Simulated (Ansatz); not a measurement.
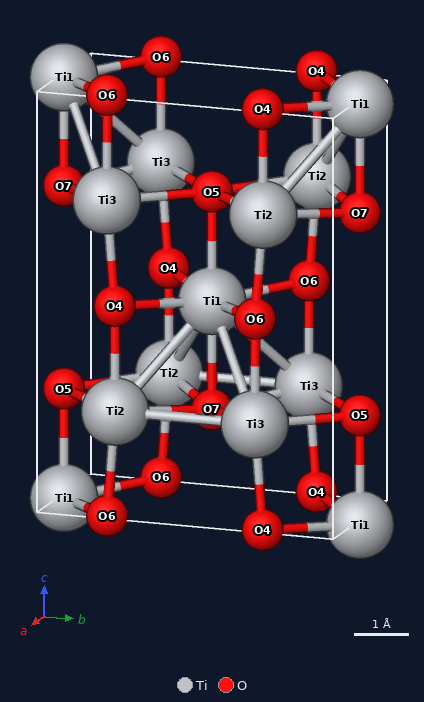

Figure 1. The input geometry (ball-and-stick view of the cell 2 times as large as that of the calculation, set on its symmetry axes, seen slightly off an axis; atoms are numbered from 1 in the order of the input). An atom can appear more than once, as a periodic image.

Single-point calculation of Ti₃O₄

- system: Ti₃O₄ (Amm2, 7 atoms in the cell)
- method: DFT PBEsol, scalar-relativistic, plane waves, PAW, no spin polarisation (Ansatz 0.2.0)

The structure derives from a Materials Project entry. It belongs to a series of runs on one base structure; here: mode 1 (-194.0 1/cm) frozen in, largest displacement +0.098 A. Figures and captions count atoms from 1; the log counts them from 0 in places.

### Output
```
Engine: ansatz 0.2.0, x86_64-unknown-linux-gnu
Pseudopotentials: kind: paw
Pseudopotential: Ti, paw, valence charge 12, recommended cutoff 420 eV (normal), Ti.paw.azcp
Pseudopotential: O, paw, valence charge 6, recommended cutoff 420 eV (normal), O.paw.azcp
Functional definition: PBEsol
  exchange = pbesol_x
  correlation = pbesol_c
Crystal: 7 atoms, lattice volume = 69.711 Å³
Basis set: ecut = 420 eV, 1341 PW (Γ), exchange–correlation on 72×72×40 points (8 copies of the dense FFT grid, shifted against one another)
Bands: 37, of which v1, the nominal top of the filled ones, is band 30 counted from 1 (29 counted from 0)
Symmetry: 4 space group operations
Space group: Amm2 (ITA 38), of the structure as read, at distance tolerance 4.1e-5 Å
k-points: 168 of 896 (time reversal used)
Non-local potential: Ti, projectors of the file, l = 0: 3, l = 1: 2, l = 2: 3, l = 3: 1
Non-local potential: O, projectors of the file, l = 0: 2, l = 1: 2, l = 2: 1
PAW form: soft (Blöchl's): semilocal exchange-correlation on the pseudo side does not see the compensation charge
PAW frozen core: Ti, regenerated for the run's functional, and the local potential with it (the file was generated under x = pbe(κ = 0.804, μ = 0.2195149727645171), c = pbe(β = 0.06672455060314922))
PAW frozen core: O, regenerated for the run's functional, and the local potential with it (the file was generated under x = pbe(κ = 0.804, μ = 0.2195149727645171), c = pbe(β = 0.06672455060314922))
PAW one-centre angular grid: Ti, 590 points (default); XC on 64 Gauss nodes
PAW one-centre angular grid: O, 110 points (default); XC on 64 Gauss nodes
Initial density: superposition of atomic densities (neutral atoms: chi_scale 0, normalization atom), corrected by the library's trained network
Initial wavefunctions: pseudopotential atomic-orbital guess
Functional: x = pbesol(κ = 0.804, μ = 0.12345679012345678), c = pbesol(β = 0.046)
SCF iter   1: F=—  HF=-9675.094690 eV  |F-HF|=—  |Δ(HF+E_count)|=         —  Δρ=1.77e-2  dr2=1.72e-1  ethr=1.77e-3  ⟨swp⟩=4.8  Hψ=23965  notcnv=0
preconditioner: auto → LDOS  [metal: Δε(μ)=0.020 eV  Ē_g=10.068 eV  σ=0.150 eV  W_gap=0.07  n_scr=26 (ndim 8)  ℏωp=26.7 eV  f_vac=0.038  D(μ)=2.56/eV (n_scr^D=22)  β→1.0]
SCF iter   2: F=—  HF=-9675.082705 eV  |F-HF|=—  |Δ(HF+E_count)|=   1.20e-2  Δρ=1.62e-2  dr2=1.20e-1  ethr=2.87e-4  ⟨swp⟩=3.0  Hψ=16062  notcnv=0  defer=273
SCF iter   3: F=—  HF=-9675.047924 eV  |F-HF|=—  |Δ(HF+E_count)|=   3.48e-2  Δρ=1.19e-3  dr2=7.39e-4  ethr=2.01e-4  ⟨swp⟩=2.0  Hψ=9868  notcnv=0  defer=273
SCF iter   4: F=—  HF=-9675.047964 eV  |F-HF|=—  |Δ(HF+E_count)|=   4.03e-5  Δρ=4.43e-4  dr2=1.17e-4  ethr=1.23e-6  ⟨swp⟩=2.5  Hψ=11978  notcnv=0  defer=273
SCF iter   5: F=—  HF=-9675.047945 eV  |F-HF|=—  |Δ(HF+E_count)|=   1.93e-5  Δρ=7.71e-5  dr2=3.21e-6  ethr=1.95e-7  ⟨swp⟩=2.4  Hψ=9670  notcnv=0  defer=273
SCF iter   6: F=—  HF=-9675.047886 eV  |F-HF|=—  |Δ(HF+E_count)|=   5.96e-5  Δρ=2.40e-5  dr2=2.30e-7  ethr=5.34e-9  ⟨swp⟩=2.3  Hψ=11352  notcnv=0  defer=273
SCF iter   7: F=-9675.047886 eV  HF=-9675.047886 eV  |F-HF|=5.66e-9  |Δ(HF+E_count)|=   4.37e-8  Δρ=5.90e-6  dr2=1.29e-8  ethr=1.67e-10  ⟨swp⟩=14.6  Hψ=44350  notcnv=0
SCF 1 converged in 7 iterations: F = -9675.047886 eV  dr2 = 1.29e-8
  greatest PAW one-centre occupation: 0.999 electrons in one spin orbital (limit 2), on the Ti atom at site 0 (counted from 0), in its partial waves of l = 0
```

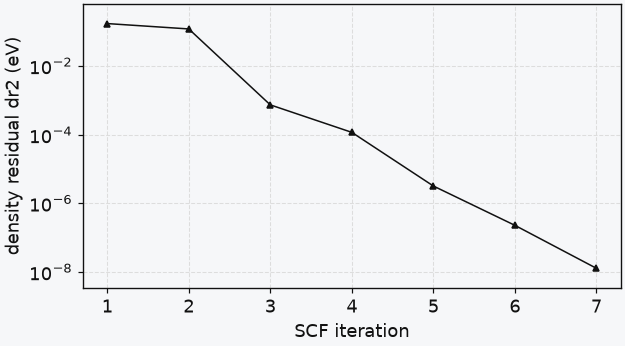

Figure 2. Convergence of the self-consistent field: density residual dr2 against the SCF iteration. The residual falls at every step.

```
SCF converged after 7 iterations
Free energy (F): -9675.047886 eV
Harris-Foulkes:  -9675.047886 eV  (|F-HF|=5.66e-9)
Internal energy: -9675.018418 eV  (E = F + TS)
E sigma→0 (E₀):  -9675.033152 eV
Entropy (-TS):   -0.029468 eV (-4.210 meV/atom)
Fermi energy:    14.395040 eV
--- Per-component energies (eV) ---
  E_band       = -407.792176
  E_kinetic    = 1528.508760
  E_local      = -3714.461801  (includes V_loc(G=0)·N_el)
  E_nonlocal   = 217.787615
  E_hartree    = 1479.696923
  E_xc         = -587.055393
  E_vxc        = -746.132859  (∫ρ·V_xc dr)
  E_paw        = -3676.325016  (= ΣΔE_a)
  E_vpaw       = -652.898314  (= ΣTr[D̂ρ^β])
  E_aug_tail   = 0.010058  (compensation charges beyond the density's cutoff)
  E_ewald      = -4923.738870
  E_core_change = 0.559305  (= ΣΔE_core)
  E_smearing   = -0.029468  (= −TS)
  E_closure    = -0.000000  (closes the sum)
  Σ components = -9675.047886   (vs F -9675.047886, Δ=0.00e0)
--- Forces (eV/Å), atoms counted from 1 ---
  atom   1  Ti     0.00000000    -0.10270777    -0.00000000
  atom   2  Ti    -0.00413895    -0.04511920    -0.00000000
  atom   3  Ti     0.00413895    -0.04511920     0.00000000
  atom   4  O      0.29679598     0.12042133     0.00000000
  atom   5  O      0.00000000    -0.01801971    -0.00000000
  atom   6  O     -0.29679598     0.12042133     0.00000000
  atom   7  O      0.00000000    -0.02980638    -0.00000000
  max |Σ_I F_I| component: 7.04e-5 eV/Å
--- Stress (GPa, compression-positive) ---
       -1.915676       0.000000       0.000000
        0.000000       3.285819       0.000000
        0.000000       0.000000      -1.218399
  P = ⅓ Tr σ = 0.0506 GPa (0.506 kbar)
--- Band table (eV; the first three rows and the last of 168) ---
  k-point 0: bands = ["-43.3682", "-43.2874", "-43.0177", "-20.2905", "-20.0671", "-19.8214", "-19.6576", "-19.5622", "-19.5196", "-19.3541", "-19.3259", "-19.1848", "-6.8783", "-5.8243", "-5.2357", "-4.6727", "5.5233", "5.9590", "7.0706", "7.4176", "7.7171", "8.3811", "8.7851", "9.2417", "9.2902", "10.4683", "10.5328", "10.7286", "11.9057", "14.1040", "14.5951", "15.0322", "15.4556", "15.8360", "16.1022", "16.1221", "16.1494"]
  k-point 1: bands = ["-43.3653", "-43.2856", "-43.0167", "-20.2793", "-20.0561", "-19.8178", "-19.6801", "-19.5602", "-19.5383", "-19.3576", "-19.3515", "-19.1894", "-6.8313", "-5.8012", "-5.2541", "-4.6892", "5.6036", "6.0197", "7.0888", "7.4357", "7.7353", "8.3371", "8.7991", "9.0125", "9.2004", "10.3338", "10.4210", "10.7091", "12.1084", "14.1154", "14.5922", "15.1285", "15.6142", "15.7946", "15.9650", "16.2172", "16.2296"]
  k-point 2: bands = ["-43.3570", "-43.2804", "-43.0137", "-20.2476", "-20.0244", "-19.8088", "-19.7415", "-19.5932", "-19.5511", "-19.4219", "-19.3692", "-19.2039", "-6.7008", "-5.7441", "-5.2952", "-4.7357", "5.8317", "6.1947", "7.1281", "7.4862", "7.7883", "8.2419", "8.5025", "8.8231", "8.9477", "9.8535", "10.2562", "10.6455", "12.6045", "14.1533", "14.5874", "15.3459", "15.6746", "15.6784", "16.0455", "16.4219", "16.4477"]
  k-point 167: bands = ["-43.3062", "-43.2511", "-42.9972", "-20.2824", "-20.1867", "-19.9643", "-19.8897", "-19.6986", "-19.5020", "-19.4483", "-19.4415", "-19.2315", "-6.3563", "-5.5274", "-5.2374", "-4.7094", "5.5139", "6.0059", "7.2119", "7.2686", "7.5495", "7.5812", "8.8558", "9.1764", "9.5948", "9.6768", "9.7028", "9.7210", "12.2028", "12.4027", "15.6308", "16.1455", "16.1929", "16.2658", "16.6669", "16.6909", "16.7812"]
```

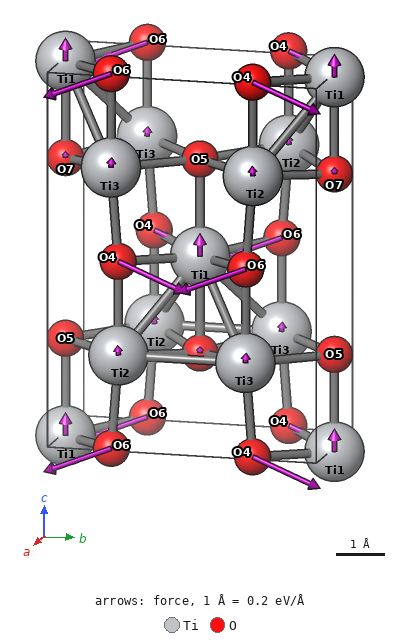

Figure 3. Forces on the atoms as pink arrows (ball-and-stick view of the cell 2 times as large as that of the calculation, set on its symmetry axes, seen slightly off an axis; atoms are numbered from 1 in the order of the input); the smallest are left out. The largest act on O4, O6 (0.32 eV/Å); Ti1 (0.10 eV/Å). The geometry is not a stationary point of this energy.

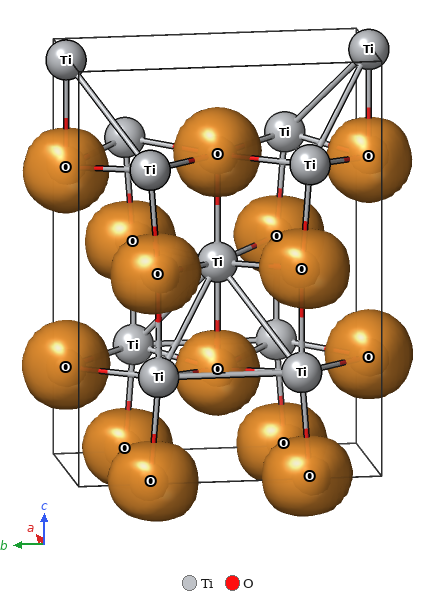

Figure 4. Isosurface of the electron localisation function at 0.7 (orange), seen at an oblique angle. Only the valence region is drawn (cores and ρ < 0.01 e/Å³ removed). Sticks mark near contacts. The outline is the cell set on symmetry axes. Values along the shortest contacts: Ti–O (2.02 Å): the ELF is about 0.15 at the midpoint (no shared pair; the contact is polar). Ti–Ti (2.75 Å): the ELF is about 0.20 at the midpoint; no shared electron pair. The fields are those of the smooth PAW valence density.

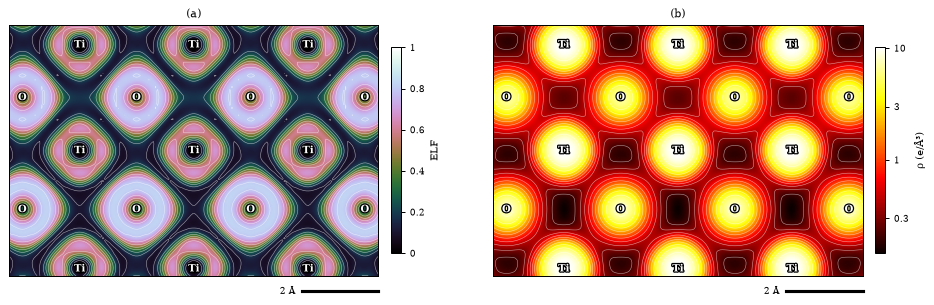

Figure 5. (a) electron localisation function; (b) valence pseudo-density on the (001) plane of the conventional cell. Atoms in the plane: Ti and O. Ti–O (2.03 Å): ρ at the midpoint is about 0.54 e/Å³; the ELF is about 0.15 at the midpoint; a polar contact without a shared pair, in a metal. Ti–Ti (2.75 Å): the density is about 0.24 e/Å³ at the midpoint; the ELF is about 0.20 at the midpoint; no localised pair between them. Ti–O (2.14 Å): ρ is about 0.43 e/Å³ halfway; the ELF is about 0.15 at the midpoint; a polar contact without a shared pair, in a metal. Away from the nuclei the density in this plane falls to 0.15 e/Å³ at its lowest. The strong features right at Ti lie inside the PAW spheres (semicore, d or f shells) and say nothing about bonding.

This output came from the following input.

### The input
```yaml
crystal:
  lattice:
    - [2.9128162305, -4.0303540204, 0.0]
    - [2.9128162305, 4.0303540204, 0.0]
    - [0.0, 0.0, 2.9690273776]
  atoms:
    - { symbol: Ti, position: [-0.0110579039, 0.0110579039, 0.5] }
    - { symbol: Ti, position: [0.5206262911, 0.0074066942, 0.0] }
    - { symbol: Ti, position: [-0.0074066942, 0.4793737089, 0.0] }
    - { symbol: O, position: [0.7697445275, 0.7558220941, 0.0] }
    - { symbol: O, position: [0.2486815815, 0.7513184185, 0.5] }
    - { symbol: O, position: [0.2441779059, 0.2302554725, 0.0] }
    - { symbol: O, position: [0.7309284711, 0.2690715289, 0.5] }
basis:
  ecutwfc: 420
kpoints:
  mp_grid: { grid: [8, 8, 14] }
hamiltonian:
  xc: pbesol
scf:
  occupations: { method: gaussian, width: 0.15 }
output:
  forces: true
  stress: true
  eigenvalues: true
  write_density: true
  write_potential: true
  elf: true
  volumetric_format: npy
```

Run as:
```bash
ansatz run input.yaml --threads 2 --pin off --max-ram 5120MiB --backend cpu --events-out ev --progress --plain --runs-dir out
```

### Results in brief

```csv
quantity,value
outcome,converged
space group (tolerance 0.01 Å),Amm2 (38)
electrons treated,60
free energy,−9675.0479 eV
Fermi energy,14.395 eV
gap on the k-point mesh,none (metallic)
pressure,0.05 GPa
largest force (length of the vector),0.320 eV/Å
hardware,"2 threads of Intel Xeon @ 2.50GHz (Skylake/Cascade Lake), 189 GiB of memory available, shared host"
wall time,53 s (CPU time 1.7 min)
peak memory,0.61 GiB
```
